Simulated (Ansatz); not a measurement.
**Geometry relaxation, with input and output: C16H (part 3 of 3)**

The same run, continued: C16H (slab, 17 atoms in the cell); DFT r2SCAN, scalar-relativistic, plane waves, PAW, no spin polarisation (Ansatz 0.2.0); cutoff 500 eV, 12×4×1 k-mesh, Gaussian smearing of 0.1 eV. The structure derives from a Materials Project entry. The input holds or restrains some coordinates. Forces given for the steps count only the free coordinates.

Geometry of the input (Å; fractional positions):
```
2.4558  0.0000  0.0000
0.0000  7.0404  0.0000
0.0000  0.0000  26.7982
C  0.0000  0.2500  0.3172
C  0.5000  0.7500  0.3436
C  0.5000  0.2500  0.3436
C  0.0000  0.7500  0.3701
C  0.5000  0.2500  0.3965
C  0.0000  0.7500  0.4230
C  0.0000  0.2500  0.4230
C  0.5000  0.7500  0.4495
C  0.0000  0.2500  0.4764
C  0.5000  0.7500  0.5029
C  0.5000  0.2500  0.5023
C  0.0000  0.7500  0.5288
C  0.5000  0.2500  0.5573
C  0.0000  0.7500  0.5838
C  0.0000  0.2500  0.5804
C  0.5000  0.7500  0.6068
H  0.0000  0.7500  0.6239
```

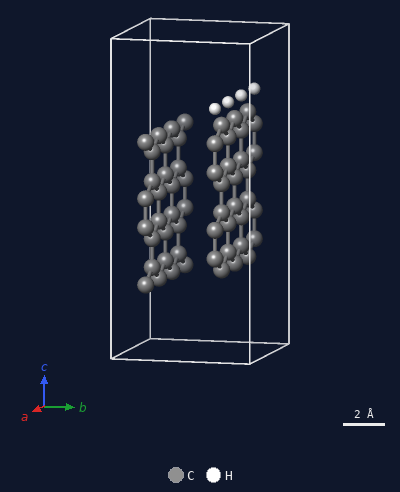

*The geometry at step 5 of the log (ball-and-stick view of the 3 × 1 repeat of the cell, with the vacuum cut short, seen slightly off an axis).*

**Output, continued**
```
  k-point 20: bands = ["-18.0031", "-17.8397", "-17.7675", "-17.7557", "-17.3696", "-17.1234", "-16.1744", "-16.1013", "-15.5139", "-15.1282", "-15.0069", "-14.9603", "-13.8637", "-13.5754", "-13.4984", "-13.4521", "-10.9685", "-10.0761", "-9.9923", "-9.8327", "-9.3147", "-8.9125", "-4.8698", "-4.6952", "-4.6094", "-4.5174", "-4.4310", "-4.3411", "-4.1834", "-2.6667", "-2.4875", "-2.4211", "-2.0124", "-1.5436", "-1.4144", "-1.0301", "-0.8859", "0.1547", "0.2737", "0.5619", "0.6544", "1.0044", "1.1446", "6.7223", "7.0658", "7.4167", "7.8535", "8.7885", "9.1926", "9.2299"]
--- Relaxed structure (7 steps of the walk, 7 accepted, 0 SCFs on fresh bases) ---
  F+E_penalty+E_count = -4028.55959971 eV   max|allowed force component| = 2.793e-3 eV/Å
  atoms:
    - { symbol: C, position: [0.0, 0.25000000000000006, 0.3171856294] }
    - { symbol: C, position: [0.5, 0.7500000000000001, 0.3436398866] }
    - { symbol: C, position: [0.5, 0.25000000000000006, 0.3436398866] }
    - { symbol: C, position: [0.0, 0.7500000000000001, 0.37009414370000004] }
    - { symbol: C, position: [0.5, 0.25000000000000006, 0.39654840080000003] }
    - { symbol: C, position: [0.0, 0.7500000000000001, 0.4230026579000001] }
    - { symbol: C, position: [0.0, 0.25000000000000006, 0.4230026579000001] }
    - { symbol: C, position: [0.5, 0.7500000000000001, 0.4494569151] }
    - { symbol: C, position: [-2.1450897914163415e-20, 0.25000000000000006, 0.47645224637987393] }
    - { symbol: C, position: [0.5, 0.7500000000000001, 0.5027486881222428] }
    - { symbol: C, position: [0.5, 0.25000000000000006, 0.5023682429334299] }
    - { symbol: C, position: [-7.819139383198246e-20, 0.7500000000000001, 0.5289664907706051] }
    - { symbol: C, position: [0.5, 0.25000000000000006, 0.5572684844025971] }
    - { symbol: C, position: [7.1421063106330195e-19, 0.7500000000000001, 0.5826441841728123] }
    - { symbol: C, position: [-2.508204137387797e-19, 0.25000000000000006, 0.5808441784021082] }
    - { symbol: C, position: [0.5, 0.7500000000000001, 0.6101660739864814] }
    - { symbol: H, position: [-1.3290304714862502e-17, 0.7500000000000001, 0.6458617093291512] }
```

**Trajectory as extended XYZ (Å, eV, eV/Å), 6 of the 7 frames kept, from step=1 to step=7**
```
17
Lattice="2.4558 0.0000 0.0000 0.0000 7.0404 0.0000 0.0000 0.0000 26.7982" Properties=species:S:1:pos:R:3:forces:R:3 step=1 energy=-4026.56133
C     0.0000    1.7601    8.5000    0.0000   0.0000   2.1331
C     1.2279    5.2803    9.2089    0.0000   0.0000   2.0401
C     1.2279    1.7601    9.2089    0.0000   0.0000  -3.2453
C     0.0000    5.2803    9.9179    0.0000   0.0000  -3.1474
C     1.2279    1.7601   10.6268    0.0000   0.0000   1.3438
C     0.0000    5.2803   11.3357    0.0000   0.0000   1.3445
C     0.0000    1.7601   11.3357    0.0000   0.0000  -0.2967
C     1.2279    5.2803   12.0446    0.0000   0.0000  -0.2256
C     0.0000    1.7601   12.7671    0.0000   0.0000   0.0183
C     1.2279    5.2803   13.4775    0.0000   0.0000  -0.2138
C     1.2279    1.7601   13.4612    0.0000   0.0000  -0.0395
C     0.0000    5.2803   14.1719    0.0000   0.0000  -0.0110
C     1.2279    1.7601   14.9333    0.0000   0.0000  -0.1104
C     0.0000    5.2803   15.6454    0.0000   0.0000 -11.0401
C     0.0000    1.7601   15.5545    0.0000   0.0000   0.1415
C     1.2279    5.2803   16.2600    0.0000   0.0000   2.9672
H     0.0000    5.2803   16.7200    0.0000   0.0000   8.3415
17
Lattice="2.4558 0.0000 0.0000 0.0000 7.0404 0.0000 0.0000 0.0000 26.7982" Properties=species:S:1:pos:R:3:forces:R:3 step=2 energy=-4027.56280
C     0.0000    1.7601    8.5000    0.0000   0.0000   2.1396
C     1.2279    5.2803    9.2089    0.0000   0.0000   2.0210
C     1.2279    1.7601    9.2089    0.0000   0.0000  -3.2535
C     0.0000    5.2803    9.9179    0.0000   0.0000  -3.1058
C     1.2279    1.7601   10.6268    0.0000   0.0000   1.3496
C     0.0000    5.2803   11.3357    0.0000   0.0000   1.3182
C     0.0000    1.7601   11.3357    0.0000   0.0000  -0.2986
C     1.2279    5.2803   12.0446    0.0000   0.0000  -0.1414
C     0.0000    1.7601   12.7673    0.0000   0.0000   0.0126
C     1.2279    5.2803   13.4778    0.0000   0.0000  -0.0922
C     1.2279    1.7601   13.4612    0.0000   0.0000  -0.0054
C     0.0000    5.2803   14.1754    0.0000   0.0000   0.4133
C     1.2279    1.7601   14.9338    0.0000   0.0000  -0.1158
C     0.0000    5.2803   15.6511    0.0000   0.0000  -6.4808
C     0.0000    1.7601   15.5571    0.0000   0.0000   0.1195
C     1.2279    5.2803   16.3234    0.0000   0.0000   1.2560
H     0.0000    5.2803   16.8625    0.0000   0.0000   4.8638
17
Lattice="2.4558 0.0000 0.0000 0.0000 7.0404 0.0000 0.0000 0.0000 26.7982" Properties=species:S:1:pos:R:3:forces:R:3 step=3 energy=-4028.32785
C     0.0000    1.7601    8.5000    0.0000   0.0000   2.1463
C     1.2279    5.2803    9.2089    0.0000   0.0000   1.9901
C     1.2279    1.7601    9.2089    0.0000   0.0000  -3.2677
C     0.0000    5.2803    9.9179    0.0000   0.0000  -3.0440
C     1.2279    1.7601   10.6268    0.0000   0.0000   1.3623
C     0.0000    5.2803   11.3357    0.0000   0.0000   1.2566
C     0.0000    1.7601   11.3357    0.0000   0.0000  -0.2886
C     1.2279    5.2803   12.0446    0.0000   0.0000  -0.1413
C     0.0000    1.7601   12.7678    0.0000   0.0000  -0.0116
C     1.2279    5.2803   13.4743    0.0000   0.0000  -0.1419
C     1.2279    1.7601   13.4617    0.0000   0.0000   0.0201
C     0.0000    5.2803   14.1731    0.0000   0.0000   0.0948
C     1.2279    1.7601   14.9339    0.0000   0.0000  -0.0645
C     0.0000    5.2803   15.6143    0.0000   0.0000  -1.2649
C     0.0000    1.7601   15.5621    0.0000   0.0000   0.0577
C     1.2279    5.2803   16.3627    0.0000   0.0000  -0.6665
H     0.0000    5.2803   17.0523    0.0000   0.0000   1.9636
17
Lattice="2.4558 0.0000 0.0000 0.0000 7.0404 0.0000 0.0000 0.0000 26.7982" Properties=species:S:1:pos:R:3:forces:R:3 step=5 energy=-4028.55429
C     0.0000    1.7601    8.5000    0.0000   0.0000   2.1578
C     1.2279    5.2803    9.2089    0.0000   0.0000   1.9946
C     1.2279    1.7601    9.2089    0.0000   0.0000  -3.2826
C     0.0000    5.2803    9.9179    0.0000   0.0000  -3.0430
C     1.2279    1.7601   10.6268    0.0000   0.0000   1.3610
C     0.0000    5.2803   11.3357    0.0000   0.0000   1.2657
C     0.0000    1.7601   11.3357    0.0000   0.0000  -0.3294
C     1.2279    5.2803   12.0446    0.0000   0.0000  -0.0366
C     0.0000    1.7601   12.7665    0.0000   0.0000   0.0019
C     1.2279    5.2803   13.4760    0.0000   0.0000  -0.0327
C     1.2279    1.7601   13.4604    0.0000   0.0000  -0.0339
C     0.0000    5.2803   14.1805    0.0000   0.0000  -0.0183
C     1.2279    1.7601   14.9288    0.0000   0.0000   0.0637
C     0.0000    5.2803   15.6189    0.0000   0.0000   0.4648
C     0.0000    1.7601   15.5604    0.0000   0.0000   0.0245
C     1.2279    5.2803   16.3688    0.0000   0.0000  -0.3973
H     0.0000    5.2803   17.3411    0.0000   0.0000  -0.1592
17
Lattice="2.4558 0.0000 0.0000 0.0000 7.0404 0.0000 0.0000 0.0000 26.7982" Properties=species:S:1:pos:R:3:forces:R:3 step=6 energy=-4028.55937
C     0.0000    1.7601    8.5000    0.0000   0.0000   2.1572
C     1.2279    5.2803    9.2089    0.0000   0.0000   2.0028
C     1.2279    1.7601    9.2089    0.0000   0.0000  -3.2872
C     0.0000    5.2803    9.9179    0.0000   0.0000  -3.0524
C     1.2279    1.7601   10.6268    0.0000   0.0000   1.3813
C     0.0000    5.2803   11.3357    0.0000   0.0000   1.2377
C     0.0000    1.7601   11.3357    0.0000   0.0000  -0.2582
C     1.2279    5.2803   12.0446    0.0000   0.0000  -0.2191
C     0.0000    1.7601   12.7689    0.0000   0.0000  -0.0046
C     1.2279    5.2803   13.4710    0.0000   0.0000   0.0247
C     1.2279    1.7601   13.4637    0.0000   0.0000   0.0142
C     0.0000    5.2803   14.1731    0.0000   0.0000  -0.0235
C     1.2279    1.7601   14.9363    0.0000   0.0000  -0.0275
C     0.0000    5.2803   15.6096    0.0000   0.0000   0.0369
C     0.0000    1.7601   15.5682    0.0000   0.0000  -0.0145
C     1.2279    5.2803   16.3473    0.0000   0.0000   0.0106
H     0.0000    5.2803   17.3002    0.0000   0.0000   0.0212
17
Lattice="2.4558 0.0000 0.0000 0.0000 7.0404 0.0000 0.0000 0.0000 26.7982" Properties=species:S:1:pos:R:3:forces:R:3 step=7 energy=-4028.55960
C     0.0000    1.7601    8.5000    0.0000   0.0000   2.1580
C     1.2279    5.2803    9.2089    0.0000   0.0000   2.0033
C     1.2279    1.7601    9.2089    0.0000   0.0000  -3.2862
C     0.0000    5.2803    9.9179    0.0000   0.0000  -3.0537
C     1.2279    1.7601   10.6268    0.0000   0.0000   1.3743
C     0.0000    5.2803   11.3357    0.0000   0.0000   1.2494
C     0.0000    1.7601   11.3357    0.0000   0.0000  -0.2835
C     1.2279    5.2803   12.0446    0.0000   0.0000  -0.1607
C     0.0000    1.7601   12.7681    0.0000   0.0000   0.0000
C     1.2279    5.2803   13.4728    0.0000   0.0000  -0.0020
C     1.2279    1.7601   13.4626    0.0000   0.0000  -0.0011
C     0.0000    5.2803   14.1753    0.0000   0.0000   0.0026
C     1.2279    1.7601   14.9338    0.0000   0.0000   0.0015
C     0.0000    5.2803   15.6138    0.0000   0.0000  -0.0019
C     0.0000    1.7601   15.5656    0.0000   0.0000  -0.0017
C     1.2279    5.2803   16.3513    0.0000   0.0000   0.0028
H     0.0000    5.2803   17.3079    0.0000   0.0000  -0.0009
```

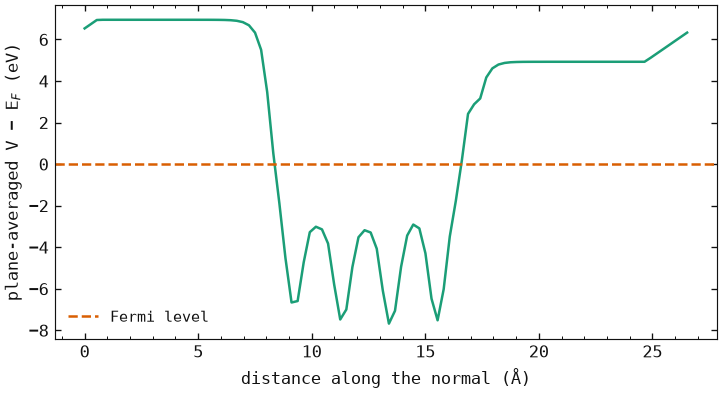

*Plane average of the electrostatic potential energy of an electron across the cell, from the Fermi level.*

The vacuum level lies 4.93 eV above the Fermi level on the upper side and 6.95 eV on the lower.

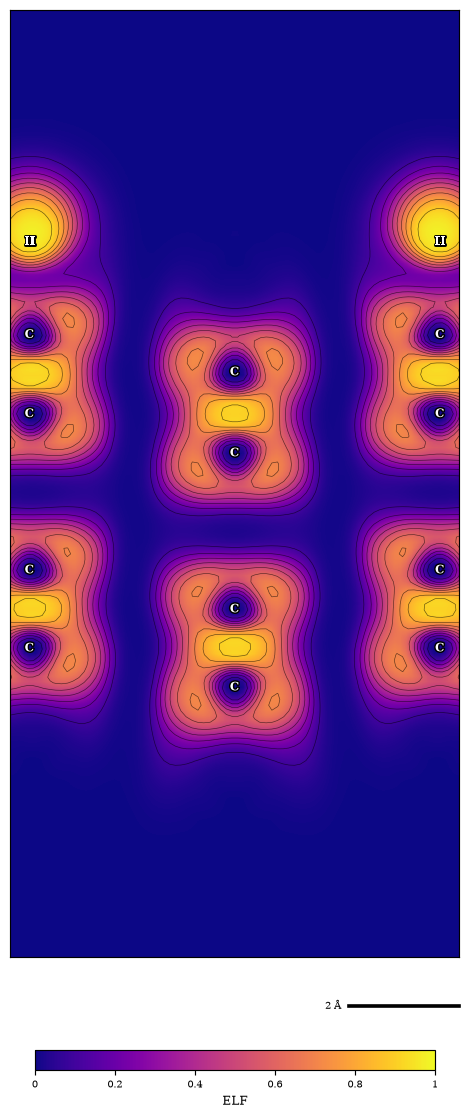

*Electron localisation function on the (11̄0) plane of the calculation cell, a cut from vacuum to vacuum.*

C–C (1.42 Å): the ELF peaks at about 0.90 between the atoms (localised, shared-pair bonding). In a PAW calculation such maps are meaningful between the atoms, not at the nuclei.

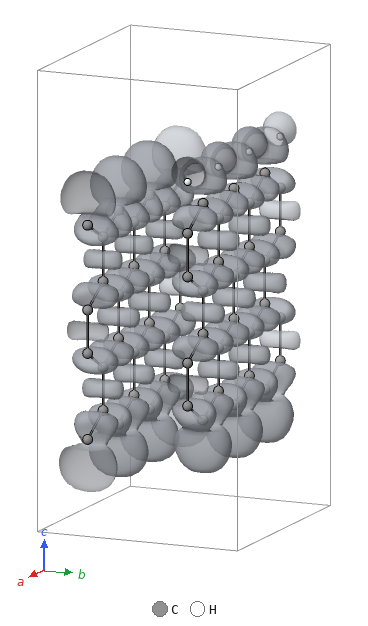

*Isosurface of the electron localisation function at 0.75 (grey), seen slightly off an axis. Only the valence region is drawn (cores and ρ < 0.01 e/Å³ removed). Sticks mark near contacts.*

**Results in brief**

- outcome: converged under the restraints of the input
- electrons treated: 65
- free energy: −4028.5596 eV
- work function, top face: 4.93 eV
- work function, bottom face: 6.95 eV
- Fermi energy: −2.064 eV
- gap on the k-point mesh: none (metallic)
- final volume: 463.33 Å³
- work function (upper face): 4.93 eV
- largest force (length of the vector) at the end, held atoms and coordinates included: 3.286 eV/Å
- hardware: 2 threads of Intel Xeon @ 2.50GHz (Skylake/Cascade Lake), 192 GiB of memory available, shared host
- wall time: 7.3 min (CPU time 15 min)
- peak memory: 1.7 GiB

The program warns: the exchange-correlation potential is rough where the density is thin.
